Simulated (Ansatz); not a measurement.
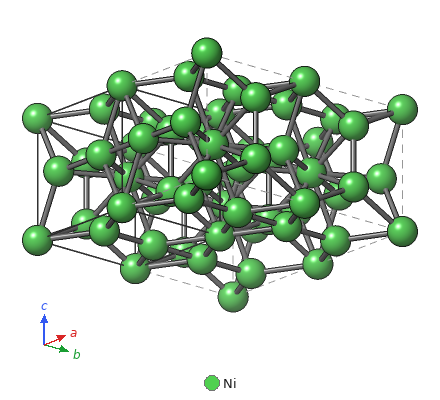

Ni (Pm-3n, No. 223): coordinates from a relaxation with Ansatz 0.2.0, DFT, RPBE, plane waves (420 eV) with PAW, scalar-relativistic; the starting structure was generated, so it need not be a known form of this composition.

```cif
data_structure
_symmetry_space_group_name_H-M 'Pm-3n'
_symmetry_Int_Tables_number 223
_cell_length_a 4.5054
_cell_length_b 4.5054
_cell_length_c 4.5054
_cell_angle_alpha 90.000
_cell_angle_beta 90.000
_cell_angle_gamma 90.000
_cell_volume 91.45
loop_
_atom_site_label
_atom_site_type_symbol
_atom_site_symmetry_multiplicity
_atom_site_Wyckoff_symbol
_atom_site_fract_x
_atom_site_fract_y
_atom_site_fract_z
_atom_site_occupancy
Ni1 Ni 2 a 0.00000 0.00000 0.00000 1
Ni2 Ni 6 c 0.25000 0.00000 0.50000 1
```

What will a dark-field STEM-like image along [211] show? Simulated incoherent Z contrast: every atom adds Z^1.6 spread by a probe of 0.53 Å full width; channelling and multiple scattering are left out. The probe carries 25 % of its weight in a tail 2.5 times as wide. The display is stretched by a gamma of 0.8; percentages refer to the linear signal. Shot noise was added.

Answer. The columns repeat on a rectangular net of 2.60 × 3.19 Å (plane group p2mg). The brightest columns hold 2 Ni per repeat; in falling brightness follow 1 Ni (about 50 %). Brightness is counted from the darkest point of the image. The closest visible columns (Ni and Ni) are 0.80 Å apart in projection. Along the beam the structure repeats every 11.04 Å.

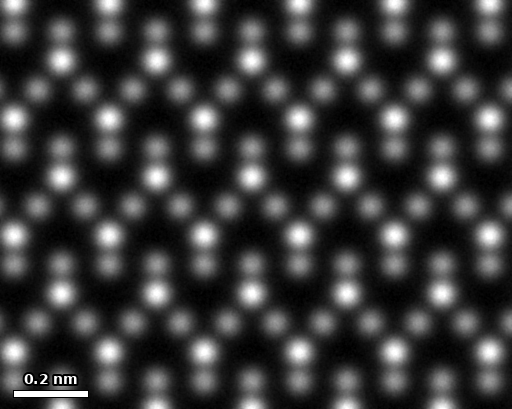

The simulated image.
